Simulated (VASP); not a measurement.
**PtS₂: geometry relaxation (part 3 of 3)**

PtS₂ (P-3m1, 3 atoms in the cell); Kohn-Sham DFT of a periodic cell, PBE with D3(BJ), VASP PAW PBE potentials, recommended, no spin polarisation (VASP 6.6.1); cutoff 600 eV, 8×8×4 k-mesh, Gaussian smearing of 0.02 eV. The structure derives from an entry of the Crystallography Open Database.

Geometry of the input (Å; fractional positions):
```
3.5432  0.0000  0.0000
-1.7716  3.0685  0.0000
0.0000  0.0000  5.0388
Pt 0.0000  0.0000  0.0000
S  0.6667  0.3333  0.7730
S  0.3333  0.6667  0.2270
```

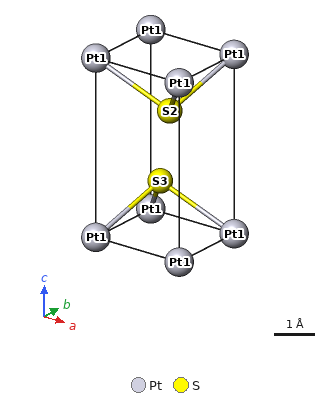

**Figure 1.** The geometry at step 9 of the log (ball-and-stick view of the cell of the calculation, seen slightly off an axis; atoms are numbered from 1 in the order of the input).

### Parts of OUTCAR, continued
```
  FREE ENERGIE OF THE ION-ELECTRON SYSTEM (eV)
  ---------------------------------------------------
  free  energy   TOTEN  =       -16.6182126895 eV

  energy  without entropy=      -16.6182126895  energy(sigma->0) =      -16.61821269

[... ionic steps 4 to 16 ...]

--------------------------------------- Ionic step       17  -------------------------------------------

 number of electron      21.9999996 magnetization

------------------------ aborting loop because EDIFF is reached ----------------------------------------

 Edisp (eV)   -1.35171

 E8    (eV) :    -0.5426

  FORCE on cell =-STRESS in cart. coord.  units (eV):
  Direction    XX          YY          ZZ          XY          YZ          ZX
  --------------------------------------------------------------------------------------
  -------------------------------------------------------------------------------------
  Total      -0.00010    -0.00010     0.01488     0.00000    -0.00000     0.00000
  in kB      -0.00304    -0.00304     0.45911     0.00000    -0.00000     0.00000
  external pressure =        0.15 kB  Pullay stress =        0.00 kB

 VOLUME and BASIS-vectors are now :
 -----------------------------------------------------------------------------
  energy-cutoff  :      600.00
  volume of cell :       51.92
      direct lattice vectors                 reciprocal lattice vectors
     3.580075818  0.000000000 -0.000000000     0.279323693  0.161267610 -0.000000000
    -1.790037909  3.100436606  0.000000000    -0.000000000  0.322535219 -0.000000000
     0.000000000  0.000000000  4.677667728     0.000000000 -0.000000000  0.213781752

 POSITION                                       TOTAL-FORCE (eV/Angst)
 -----------------------------------------------------------------------------------
      0.00000      0.00000      0.00000         0.000000     -0.000000      0.000000
      1.79004      1.03348      3.47404        -0.000000     -0.000000     -0.009662
     -0.00000      2.06696      1.20363         0.000000      0.000000      0.009662
 -----------------------------------------------------------------------------------
    total drift:                                0.000000     -0.000000      0.000000

  FREE ENERGIE OF THE ION-ELECTRON SYSTEM (eV)
  ---------------------------------------------------
  free  energy   TOTEN  =       -16.6709501425 eV

  energy  without entropy=      -16.6709501425  energy(sigma->0) =      -16.67095014

--------------------------------------- Ionic step       18  -------------------------------------------

 number of electron      21.9999997 magnetization

------------------------ aborting loop because EDIFF is reached ----------------------------------------

 Edisp (eV)   -1.35160

 E8    (eV) :    -0.5426

  FORCE on cell =-STRESS in cart. coord.  units (eV):
  Direction    XX          YY          ZZ          XY          YZ          ZX
  --------------------------------------------------------------------------------------
  -------------------------------------------------------------------------------------
  Total      -0.00321    -0.00321     0.01280     0.00000     0.00000     0.00000
  in kB      -0.09897    -0.09897     0.39501     0.00000     0.00000     0.00000
  external pressure =        0.07 kB  Pullay stress =        0.00 kB

 VOLUME and BASIS-vectors are now :
 -----------------------------------------------------------------------------
  energy-cutoff  :      600.00
  volume of cell :       51.93
      direct lattice vectors                 reciprocal lattice vectors
     3.580152042  0.000000000 -0.000000000     0.279317746  0.161264176 -0.000000000
    -1.790076021  3.100502618  0.000000000    -0.000000000  0.322528352 -0.000000000
     0.000000000  0.000000000  4.677818897     0.000000000 -0.000000000  0.213774843

 POSITION                                       TOTAL-FORCE (eV/Angst)
 -----------------------------------------------------------------------------------
      0.00000      0.00000      0.00000         0.000000     -0.000000      0.000000
      1.79008      1.03350      3.47417        -0.000000     -0.000000     -0.009015
     -0.00000      2.06700      1.20365         0.000000      0.000000      0.009015
 -----------------------------------------------------------------------------------
    total drift:                               -0.000000     -0.000000     -0.000000

  FREE ENERGIE OF THE ION-ELECTRON SYSTEM (eV)
  ---------------------------------------------------
  free  energy   TOTEN  =       -16.6709502137 eV

  energy  without entropy=      -16.6709502137  energy(sigma->0) =      -16.67095021

--------------------------------------- Ionic step       19  -------------------------------------------

 number of electron      21.9999997 magnetization

 Free energy of the ion-electron system (eV)
  ---------------------------------------------------
  ext. energy  EPLUGINS =         0.00000000
  ---------------------------------------------------
  free energy    TOTEN  =       -15.31898231 eV

  energy without entropy =      -15.31898231  energy(sigma->0) =      -15.31898231

 E-fermi :   8.0494     XC(G=0): -11.0304     alpha+bet :-12.7118

 val. band max:        7.9647986109   @ k =   0.0000   0.0000   0.0000
 cond. band min:       8.1392510557   @ k =   0.1250   0.1250   0.5000
 fundamental gap:      0.1744524448
 Fermi energy:         8.0494463340

 k-point     1 :       0.0000    0.0000    0.0000
  band No.  band energies     occupation
      1      -8.0106      2.00000
      2      -4.6029      2.00000
      3       0.3165      2.00000
      4       0.8504      2.00000
      5       0.8504      2.00000
      6       3.6966      2.00000
      7       3.6966      2.00000
      8       5.4574      2.00000
      9       6.3456      2.00000
     10       6.3456      2.00000
     11       7.9648      2.00000
     12       9.1402      0.00000
     13       9.1402      0.00000
     14      11.5931      0.00000
     15      12.9742      0.00000

 k-point     2 :       0.1250    0.0000    0.0000
  band No.  band energies     occupation
      1      -7.8162      2.00000
      2      -4.7403      2.00000
      3       0.5314      2.00000
      4       0.9784      2.00000
      5       1.0615      2.00000
      6       3.3948      2.00000
      7       3.5541      2.00000
      8       4.9694      2.00000
      9       6.1305      2.00000
     10       6.2488      2.00000
     11       7.4350      2.00000
     12       9.1675      0.00000
     13       9.2048      0.00000
     14      12.5488      0.00000
     15      13.6608      0.00000

 k-point     3 :       0.2500    0.0000    0.0000
  band No.  band energies     occupation
      1      -7.2777      2.00000
      2      -5.0615      2.00000
      3       1.0641      2.00000
      4       1.2919      2.00000
      5       1.5842      2.00000
      6       2.4092      2.00000
      7       3.3519      2.00000
      8       4.3198      2.00000
      9       5.7496      2.00000
     10       5.7803      2.00000
     11       6.4365      2.00000
     12       9.2601      0.00000
     13       9.5538      0.00000
     14      13.0816      0.00000
     15      14.6334      0.00000

 k-point     4 :       0.3750    0.0000    0.0000
  band No.  band energies     occupation
      1      -6.5487      2.00000
      2      -5.4362      2.00000
      3       0.7388      2.00000
      4       1.5685      2.00000
      5       1.9120      2.00000
      6       2.7249      2.00000
      7       3.4780      2.00000
      8       4.0188      2.00000
      9       5.0015      2.00000
     10       5.1060      2.00000
     11       5.5174      2.00000
     12       8.9182      0.00000
     13      10.0255      0.00000
     14      13.0420      0.00000
     15      14.6814      0.00000

 k-point     5 :       0.5000    0.0000    0.0000
  band No.  band energies     occupation
      1      -5.8966      2.00000
      2      -5.8853      2.00000
      3       0.2104      2.00000
      4       1.6491      2.00000
      5       2.2333      2.00000
      6       3.6373      2.00000
      7       3.8677      2.00000
      8       3.9062      2.00000
      9       4.3449      2.00000
     10       4.4341      2.00000
     11       4.9839      2.00000
     12       8.7209      0.00000
     13      10.2360      0.00000
     14      13.1878      0.00000
     15      14.2299      0.00000

 [... the levels of 18 k-points are left out ...]

 k-point    24 :       0.2500    0.2500    0.2500
  band No.  band energies     occupation
      1      -6.1034      2.00000
      2      -5.5972      2.00000
      3       0.7593      2.00000
      4       1.1030      2.00000
      5       1.8203      2.00000
      6       2.6546      2.00000
      7       3.0587      2.00000
      8       4.3824      2.00000
      9       4.5838      2.00000
     10       5.3084      2.00000
     11       6.1812      2.00000
     12       8.5685      0.00000
     13       9.4974      0.00000
     14      13.4945      0.00000
     15      15.0223      0.00000

 [... further k-points ...]

------------------------ aborting loop because EDIFF is reached ----------------------------------------

 Edisp (eV)   -1.35198

 E8    (eV) :    -0.5427

  FORCE on cell =-STRESS in cart. coord.  units (eV):
  Direction    XX          YY          ZZ          XY          YZ          ZX
  --------------------------------------------------------------------------------------
  -------------------------------------------------------------------------------------
  Total       0.00132     0.00132     0.00357     0.00000     0.00000    -0.00000
  in kB       0.04081     0.04081     0.11030     0.00000     0.00000    -0.00000
  external pressure =        0.06 kB  Pullay stress =        0.00 kB

 VOLUME and BASIS-vectors are now :
 -----------------------------------------------------------------------------
  energy-cutoff  :      600.00
  volume of cell :       51.91
      direct lattice vectors                 reciprocal lattice vectors
     3.579447352  0.000000000 -0.000000000     0.279372736  0.161295924 -0.000000000
    -1.789723676  3.099892338  0.000000000    -0.000000000  0.322591849 -0.000000000
     0.000000000  0.000000000  4.678483082     0.000000000 -0.000000000  0.213744494

 POSITION                                       TOTAL-FORCE (eV/Angst)
 -----------------------------------------------------------------------------------
     -1.78972      3.09989      0.00000        -0.000000     -0.000000      0.000000
      1.78972      1.03330      3.47391        -0.000000     -0.000000     -0.001521
     -0.00000      2.06659      1.20457         0.000000      0.000000      0.001521
 -----------------------------------------------------------------------------------
    total drift:                                0.000000     -0.000000      0.000000

  FREE ENERGIE OF THE ION-ELECTRON SYSTEM (eV)
  ---------------------------------------------------
  free  energy   TOTEN  =       -16.6709589722 eV

  energy  without entropy=      -16.6709589722  energy(sigma->0) =      -16.67095897

 reached required accuracy - stopping structural energy minimisation
```

### CONTCAR
```
PtS2
   1.00000000000000
     3.5794473518534642    0.0000000000000000   -0.0000000000000001
    -1.7897236759267321    3.0998923382253221    0.0000000000000001
     0.0000000000000000    0.0000000000000001    4.6784830817241101
  Pt              S
     1     2
Direct
     0.0000000000000000    1.0000000000000000    0.0000000000000000
     0.6666666667000030    0.3333333332999970    0.7425297764942204
     0.3333333332999970    0.6666666667000030    0.2574702235057798

  0.00000000E+00  0.00000000E+00  0.00000000E+00
  0.00000000E+00  0.00000000E+00  0.00000000E+00
  0.00000000E+00  0.00000000E+00  0.00000000E+00
```

### Trajectory as extended XYZ (Å, eV, eV/Å), 19 frames, from step=0 to step=18
```
3
Lattice="3.5432 0.0000 0.0000 -1.7716 3.0685 0.0000 0.0000 0.0000 5.0388" Properties=species:S:1:pos:R:3:forces:R:3 step=0 energy=-16.53940
Pt    0.0000    0.0000    0.0000    0.0000   0.0000   0.0000
S     1.7716    1.0228    3.8950    0.0000   0.0000  -1.2430
S     0.0000    2.0457    1.1438    0.0000   0.0000   1.2430
3
Lattice="3.6958 0.0000 0.0000 -1.8479 3.2007 -0.0000 0.0000 0.0000 5.2105" Properties=species:S:1:pos:R:3:forces:R:3 step=1 energy=-16.40414
Pt    0.0000    0.0000    0.0000    0.0000   0.0000   0.0000
S     1.8479    1.0669    3.9657    0.0000   0.0000   0.9035
S     0.0000    2.1338    1.2448    0.0000   0.0000  -0.9035
3
Lattice="3.5985 0.0000 0.0000 -1.7992 3.1164 -0.0000 0.0000 0.0000 5.1010" Properties=species:S:1:pos:R:3:forces:R:3 step=2 energy=-16.61821
Pt    0.0000    0.0000    0.0000    0.0000   0.0000   0.0000
S     1.7992    1.0388    3.9198    0.0000   0.0000  -0.3165
S     0.0000    2.0776    1.1812    0.0000   0.0000   0.3165
3
Lattice="3.5969 0.0000 0.0000 -1.7984 3.1150 -0.0000 0.0000 0.0000 5.0992" Properties=species:S:1:pos:R:3:forces:R:3 step=3 energy=-16.61829
Pt    0.0000    0.0000    0.0000    0.0000   0.0000   0.0000
S     1.7984    1.0383    3.9190    0.0000   0.0000  -0.3401
S     0.0000    2.0767    1.1801    0.0000   0.0000   0.3401
3
Lattice="3.5781 -0.0000 -0.0000 -1.7890 3.0987 0.0000 0.0000 0.0000 5.1071" Properties=species:S:1:pos:R:3:forces:R:3 step=4 energy=-16.63163
Pt    3.5781    0.0000    0.0000    0.0000   0.0000   0.0000
S     1.7890    1.0329    3.9085    0.0000   0.0000  -0.2307
S     0.0000    2.0658    1.1986    0.0000   0.0000   0.2307
3
Lattice="3.5513 -0.0000 -0.0000 -1.7757 3.0755 0.0000 0.0000 0.0000 5.1183" Properties=species:S:1:pos:R:3:forces:R:3 step=5 energy=-16.63944
Pt   -1.7757    3.0755    5.1183    0.0000   0.0000   0.0000
S     1.7757    1.0252    3.8935    0.0000   0.0000  -0.0712
S     0.0000    2.0503    1.2249    0.0000   0.0000   0.0712
3
Lattice="3.5490 -0.0000 -0.0000 -1.7745 3.0736 0.0000 0.0000 0.0000 5.1193" Properties=species:S:1:pos:R:3:forces:R:3 step=6 energy=-16.63948
Pt    3.5490    0.0000    0.0000    0.0000   0.0000   0.0000
S     1.7745    1.0245    3.8922    0.0000   0.0000  -0.0576
S     0.0000    2.0490    1.2271    0.0000   0.0000   0.0576
3
Lattice="3.5511 -0.0000 -0.0000 -1.7756 3.0754 0.0000 0.0000 0.0000 5.0786" Properties=species:S:1:pos:R:3:forces:R:3 step=7 energy=-16.64408
Pt    0.0000    0.0000    0.0000    0.0000   0.0000   0.0000
S     1.7756    1.0251    3.8534    0.0000   0.0000  -0.0593
S     0.0000    2.0503    1.2252    0.0000   0.0000   0.0593
3
Lattice="3.5574 0.0000 -0.0000 -1.7787 3.0808 0.0000 0.0000 0.0000 4.9567" Properties=species:S:1:pos:R:3:forces:R:3 step=8 energy=-16.65625
Pt    0.0000    0.0000    0.0000    0.0000   0.0000   0.0000
S     1.7787    1.0269    3.7377    0.0000   0.0000  -0.0665
S     0.0000    2.0539    1.2189    0.0000   0.0000   0.0665
3
Lattice="3.5700 0.0000 -0.0000 -1.7850 3.0917 0.0000 0.0000 0.0000 4.7128" Properties=species:S:1:pos:R:3:forces:R:3 step=9 energy=-16.66983
Pt   -1.7850    3.0917    0.0000    0.0000   0.0000   0.0000
S     1.7850    1.0306    3.5087    0.0000   0.0000  -0.0851
S     0.0000    2.0611    1.2041    0.0000   0.0000   0.0851
3
Lattice="3.6055 0.0000 -0.0000 -1.8028 3.1225 0.0000 0.0000 0.0000 4.6799" Properties=species:S:1:pos:R:3:forces:R:3 step=10 energy=-16.66019
Pt    0.0000    0.0000    0.0000    0.0000   0.0000   0.0000
S     1.8028    1.0408    3.4662    0.0000   0.0000   0.2657
S     0.0000    2.0817    1.2138    0.0000   0.0000  -0.2657
3
Lattice="3.5782 0.0000 -0.0000 -1.7891 3.0988 0.0000 0.0000 0.0000 4.7053" Properties=species:S:1:pos:R:3:forces:R:3 step=11 energy=-16.67077
Pt    0.0000    0.0000    0.0000    0.0000   0.0000   0.0000
S     1.7891    1.0329    3.4990    0.0000   0.0000  -0.0017
S     0.0000    2.0658    1.2062    0.0000   0.0000   0.0017
3
Lattice="3.5783 0.0000 -0.0000 -1.7892 3.0989 0.0000 0.0000 0.0000 4.7051" Properties=species:S:1:pos:R:3:forces:R:3 step=12 energy=-16.67077
Pt    0.0000    0.0000    0.0000    0.0000   0.0000   0.0000
S     1.7892    1.0330    3.4988    0.0000   0.0000   0.0002
S     0.0000    2.0659    1.2063    0.0000   0.0000  -0.0002
3
Lattice="3.5798 0.0000 -0.0000 -1.7899 3.1002 0.0000 0.0000 0.0000 4.6930" Properties=species:S:1:pos:R:3:forces:R:3 step=13 energy=-16.67089
Pt   -1.7899    3.1002    0.0000    0.0000   0.0000   0.0000
S     1.7899    1.0334    3.4878    0.0000   0.0000   0.0015
S     0.0000    2.0668    1.2052    0.0000   0.0000  -0.0015
3
Lattice="3.5814 0.0000 -0.0000 -1.7907 3.1016 0.0000 0.0000 0.0000 4.6803" Properties=species:S:1:pos:R:3:forces:R:3 step=14 energy=-16.67092
Pt    0.0000    0.0000    0.0000    0.0000   0.0000   0.0000
S     1.7907    1.0339    3.4762    0.0000   0.0000   0.0033
S     0.0000    2.0677    1.2041    0.0000   0.0000  -0.0033
3
Lattice="3.5754 0.0000 -0.0000 -1.7877 3.0964 0.0000 0.0000 0.0000 4.6684" Properties=species:S:1:pos:R:3:forces:R:3 step=15 energy=-16.67055
Pt   -1.7877    3.0964    0.0000    0.0000   0.0000   0.0000
S     1.7877    1.0321    3.4663    0.0000   0.0000  -0.0542
S     0.0000    2.0643    1.2020    0.0000   0.0000   0.0542
3
Lattice="3.5801 0.0000 -0.0000 -1.7900 3.1004 0.0000 0.0000 0.0000 4.6777" Properties=species:S:1:pos:R:3:forces:R:3 step=16 energy=-16.67095
Pt    0.0000    0.0000    0.0000    0.0000   0.0000   0.0000
S     1.7900    1.0335    3.4740    0.0000   0.0000  -0.0097
S     0.0000    2.0670    1.2036    0.0000   0.0000   0.0097
3
Lattice="3.5802 0.0000 -0.0000 -1.7901 3.1005 0.0000 0.0000 0.0000 4.6778" Properties=species:S:1:pos:R:3:forces:R:3 step=17 energy=-16.67095
Pt    0.0000    0.0000    0.0000    0.0000   0.0000   0.0000
S     1.7901    1.0335    3.4742    0.0000   0.0000  -0.0090
S     0.0000    2.0670    1.2037    0.0000   0.0000   0.0090
3
Lattice="3.5794 0.0000 -0.0000 -1.7897 3.0999 0.0000 0.0000 0.0000 4.6785" Properties=species:S:1:pos:R:3:forces:R:3 step=18 energy=-16.67096
Pt   -1.7897    3.0999    0.0000    0.0000   0.0000   0.0000
S     1.7897    1.0333    3.4739    0.0000   0.0000  -0.0015
S     0.0000    2.0666    1.2046    0.0000   0.0000   0.0015
```

### Results in brief

| quantity | value |
| --- | --- |
| outcome | converged |
| space group (tolerance 0.01 Å) | P-3m1 (164) |
| electrons treated | 22 |
| free energy | −16.6710 eV |
| dispersion energy | −1.3520 eV |
| gap on the k-point mesh | 0.17 eV |
| pressure | 0.01 GPa |
| final volume | 51.91 Å³ |
| largest force (length of the vector) at the end | 0.002 eV/Å |
| final cell | a = 3.579 Å, b = 3.579 Å, c = 4.678 Å, α = 90.00°, β = 90.00°, γ = 120.00° |
| hardware | 1 thread of AMD EPYC (Zen 3), 1656 GiB of memory available, shared host |
| wall time | 5.2 min |
| peak memory | 0.19 GiB |

### Remarks

Spin–orbit coupling is left out, which matters for Pt. The volume changed by more than 5 % on the plane waves of the start, so the result carries a basis error; a second relaxation from the end is advised.
